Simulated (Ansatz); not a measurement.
# Calculations on AlRu and related structures

Part 1: Relaxation

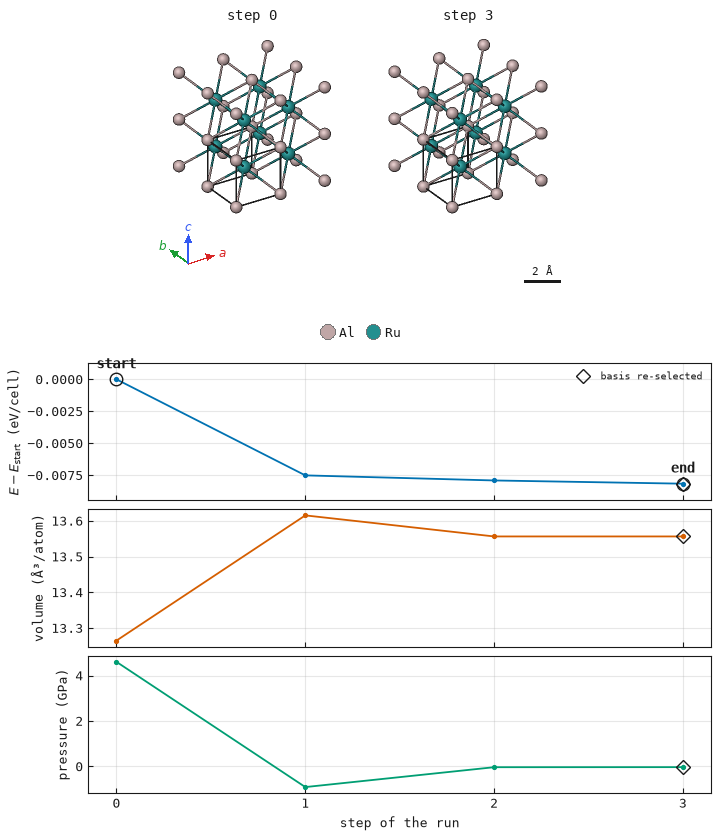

First and last geometry of a relaxation of solid AlRu (set up in Pm-3m), with the history of the run. A ball-and-stick model of the cell of the calculation, repeated 2 × 2 × 2 with one cell outlined, seen from a free direction.

Theory: DFT PBE, scalar-relativistic, plane waves, PAW (Ansatz).

Input
```yaml
crystal:
  lattice:
    - [2.98249544, 0.0, 0.0]
    - [0.0, 2.98249544, 0.0]
    - [0.0, 0.0, 2.98249544]
  atoms:
    - { symbol: Al, position: [0.0, 0.0, 0.0] }
    - { symbol: Ru, position: [0.5, 0.5, 0.5] }
basis:
  ecutwfc: 420
kpoints:
  mp_grid: { grid: [14, 14, 14] }
hamiltonian:
  xc: pbe
scf:
  occupations: { method: gaussian, width: 0.1 }
output:
  forces: true
  stress: true
  eigenvalues: true
relax:
  adjacent_minimum: "off"
  f_tol: 0.005
  max_steps: 80
  cell: { stress_tol: 0.05 }
```

Run as
```bash
ansatz run input.yaml --threads 4 --pin off --max-ram 10240MiB --backend cpu --events-out ev --progress --plain --runs-dir out
```

**What do the curves and the structures tell?**

It converged. After 2 accepted moves (3 points after the start) the energy has fallen by 8.2 meV per cell of the calculation. All forces vanish by symmetry, so only the cell relaxes. Pressure: 4.60 GPa at the start and −0.03 GPa at the end. The SCF was repeated once at an unchanged geometry on a basis and grid sized afresh for the cell, which shifted the energy by 0.3 meV per cell of the calculation at most. No atom moves by more than 0.005 Å relative to the cell. The volume changes by +2.2 %, with a = b = c 2.982 → 3.004 Å (+0.7 %). Some distances before and after: Al1–Ru2 2.583 → 2.602 Å. The space group stays Pm-3m (No. 221). Cost: 6.6 s on 4 threads of Intel(R) Xeon(R) Processor @ 2.50GHz (Skylake/Cascade Lake) (shared host), peak memory 0.39 GiB.

Part 2: Relaxation

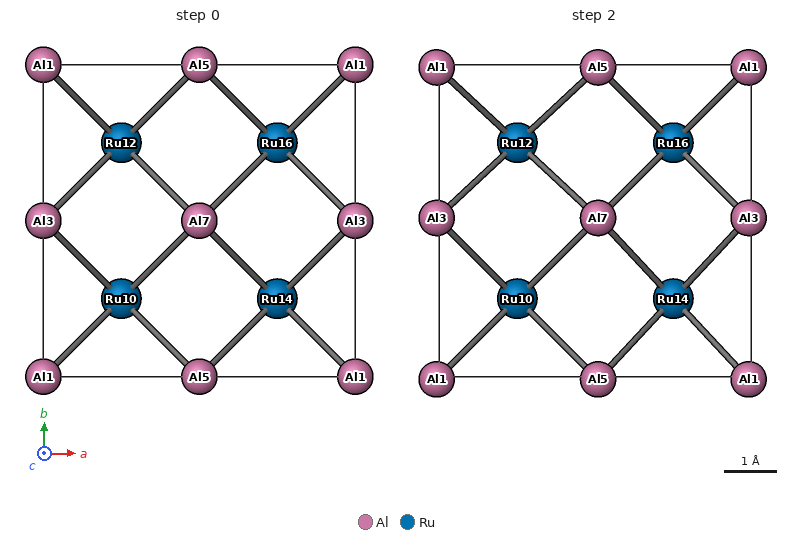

The structure of a defect cell of composition Al₉Ru₇ before (left) and after (right) a relaxation, at one scale.

A ball-and-stick model of the cell of the calculation, seen along the c axis.

Case: Al on a Ru site (b), charge +0, atoms relaxed at the host's cell.

All numbers below come from Ansatz, DFT PBE, scalar-relativistic, plane waves, PAW. Set-up: plane-wave cutoff 420 eV; k-point mesh 7 × 7 × 7; occupations gaussian; smearing width 0.1 eV; no spin polarisation; atoms relaxed in a fixed cell; force threshold 0.025 eV/Å; at most 45 steps.

Q: What changed between the two?

A: The energy falls by 0.448 eV per cell of the calculation in 1 accepted move (2 points after the start). The largest force component goes from 0.69 to 0.017 eV/Å. 1 step only repeated the SCF at the same geometry. The largest moves, 0.091 Å, are those of Al atoms. Ru stays in place. The lattice vectors keep their values. Near-neighbour distances that change, for instance: Al–Ru 2.602 → 2.511 Å, Al–Al 2.602 → 2.692 Å, Al–Ru 2.602 → 2.633 Å, Al–Ru 2.602 → 2.573 Å.

Limits of the set-up: the periodic images lie only 6.0 Å apart, so the values are limited by the cell's size.

Part 3: Defect

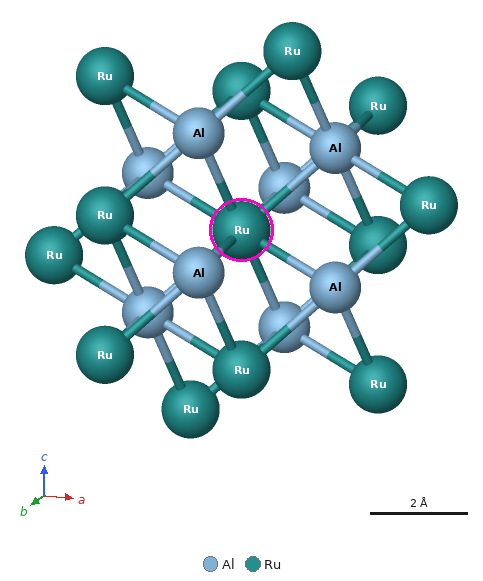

Perfect AlRu. The picture is a ball-and-stick view of the atoms within 4.8 Å of one point, in a slice 5.0 Å thick across the line of sight, seen from a free direction.

Computed with Ansatz 0.2.0, DFT PBE, scalar-relativistic, plane waves, PAW. Settings: plane-wave cutoff 420 eV; k-point mesh 7 × 7 × 7; occupations gaussian; smearing width 0.1 eV; no spin polarisation. The cell is small and the k-mesh coarse, so the numbers are rough. The axes drawn are those of the host's conventional cell.

A ruthenium atom is replaced by aluminium at the ringed place, in charge state 0. The supercell has 16 sites, and the atoms are relaxed at the host's cell.

### How do the neighbours respond?

In the host the Ru atom has 8 Al at 2.60 Å, 6 Ru at 3.00 Å; the Al atom ends with 8 Al at 2.69 Å, 6 Ru at 3.00 Å. Of the host's atoms, an aluminium atom moves furthest from its site, by 0.09 Å. Relaxing the atoms from the host's sites lowers the energy by 0.45 eV. At a tolerance of 0.02 Å the relaxed supercell has space group Pm-3m.

The relaxed defect, seen from the same direction:

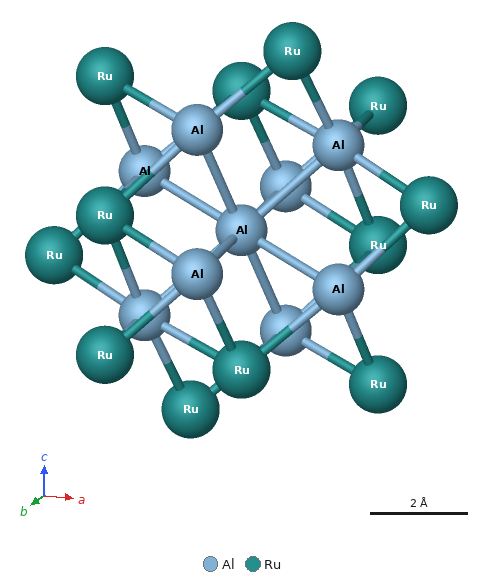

Part 4: Defect

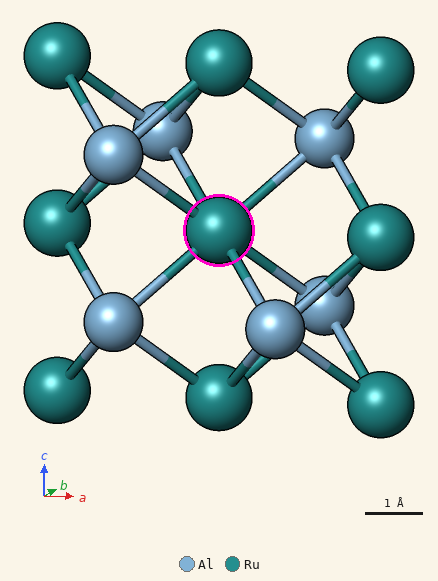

Perfect AlRu. The picture is a ball-and-stick view of the atoms within 4.8 Å of one point, in a slice 3.4 Å thick across the line of sight, seen slightly off an axis.

Level of theory: DFT PBE, scalar-relativistic, plane waves, PAW (Ansatz). (plane-wave cutoff 420 eV; k-point mesh 1 × 1 × 1; occupations gaussian; smearing width 0.1 eV; no spin polarisation) The cell is small and the k-mesh coarse, so the numbers are rough. The axes drawn are those of the host's conventional cell.

A ruthenium atom is replaced by aluminium at the ringed place, in charge state 0. The supercell has 16 sites, and the atoms are relaxed at the host's cell.

Predict the relaxed surroundings of the defect.

In the host the Ru atom has 8 Al at 2.60 Å, 6 Ru at 3.00 Å; the Al atom ends with 8 Al at 2.60 Å, 6 Ru at 3.00 Å. Of the host's atoms, an aluminium atom moves furthest from its site, by 0.00 Å. At a tolerance of 0.02 Å the relaxed supercell has space group Pm-3m.

The relaxed defect, seen from the same direction:

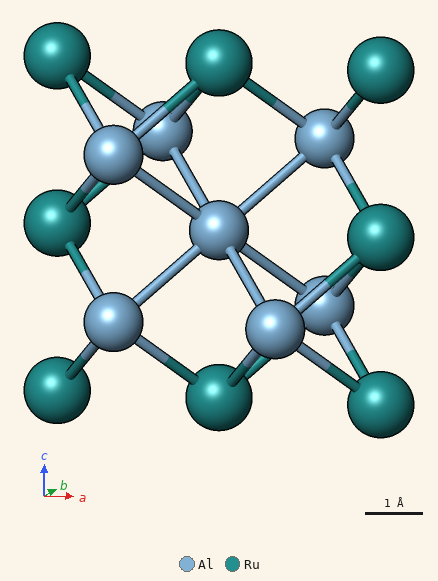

Limits of the set-up: the k-point mesh is coarse for a cell with partly filled bands.
